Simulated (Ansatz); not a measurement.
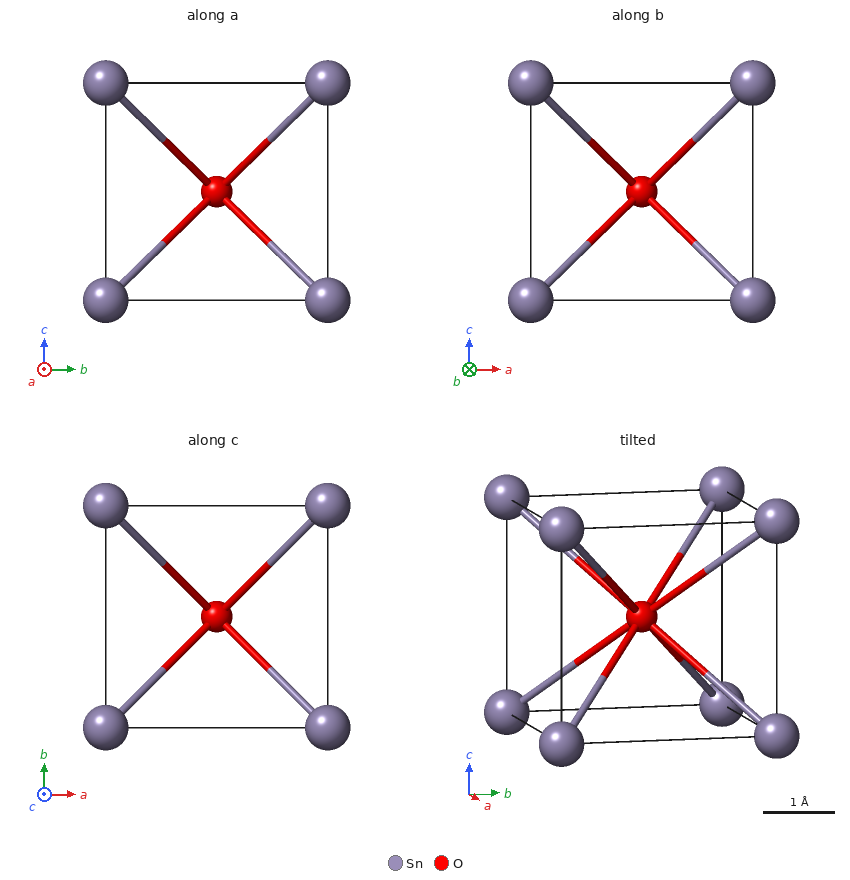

View along the a axis, along the b axis, along the c axis and slightly off an axis, drawn as a ball-and-stick model. The lines enclose the unit cell; boundary atoms appear with their images.

Lattice parameters: a = 3.1714 Å, b = 3.1714 Å, c = 3.1034 Å, α = 90.000°, β = 90.000°, γ = 90.000°.

Question: Transcribe the picture into a CIF in P1 with every atom of the cell.

Answer:
```cif
data_structure
_symmetry_space_group_name_H-M 'P 1'
_symmetry_Int_Tables_number 1
_cell_length_a 3.1714
_cell_length_b 3.1714
_cell_length_c 3.1034
_cell_angle_alpha 90.000
_cell_angle_beta 90.000
_cell_angle_gamma 90.000
_cell_volume 31.21
loop_
_atom_site_label
_atom_site_type_symbol
_atom_site_fract_x
_atom_site_fract_y
_atom_site_fract_z
_atom_site_occupancy
Sn1 Sn 0.0000 0.0000 0.0000 1
O1 O 0.5000 0.5000 0.5000 1
```

Provenance: a structure type filled with these elements by a generator (whether the compound takes this form wasn't checked). The cell was then strained or its atoms displaced on purpose. It was the input of a calculation with Ansatz.

At this level of theory the cell isn't at rest (stretched, at -5 GPa), so its distances can differ from those at equilibrium, the more so the softer the solid.
